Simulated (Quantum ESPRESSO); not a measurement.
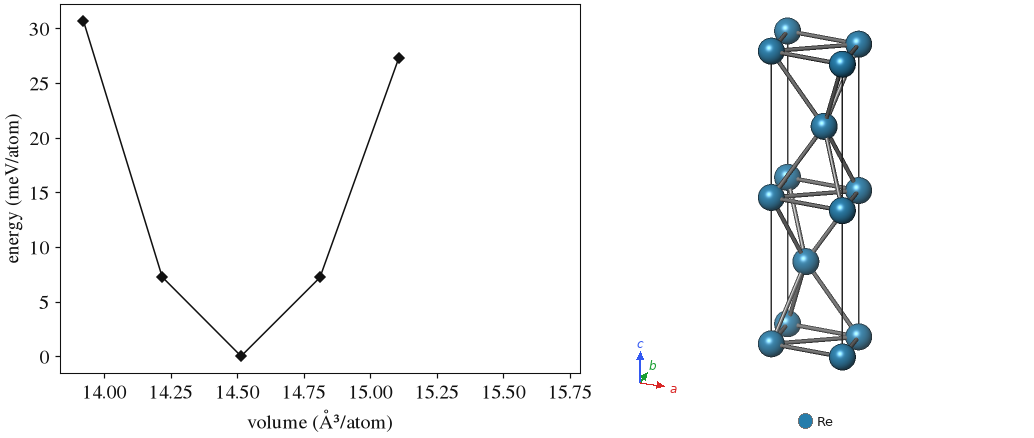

The plot gives the computed energy against volume for Re, space group P6_3/mmc (No. 194). The conventional cell is drawn beside the plot.

Cell as given: a = 2.766 Å, b = 2.766 Å, c = 8.939 Å, α = 90.00°, β = 90.00°, γ = 120.00°; 4 atoms.

How it was computed, with Quantum ESPRESSO 7.5: plane-wave DFT, spinors without magnetism; energies at scaled volumes of the given cell, shape and fractions fixed, counted from the fit's minimum, third-order Birch-Murnaghan fit. Level: PBEsol, spin-orbit coupling, no spin polarisation.

- k mesh: 4×4×1
- occupations: Fermi–Dirac
- smearing width: 0.05 eV
- potentials: PseudoDojo 0.4 FR PBEsol standard
- wave cutoff: 979.6 eV
- density cutoff: 3918 eV

The points at volume 15.40 Å³/atom and 15.70 Å³/atom are left out of the plot. What values does the calculation give there?

| volume (Å³/atom) | energy (meV/atom) |
| --- | --- |
| 15.40 | 59 |
| 15.70 | 101 |

Keep in mind: coarse k mesh; shape and atomic fractions are frozen while scaling, which makes layered, chain and framework solids too stiff.
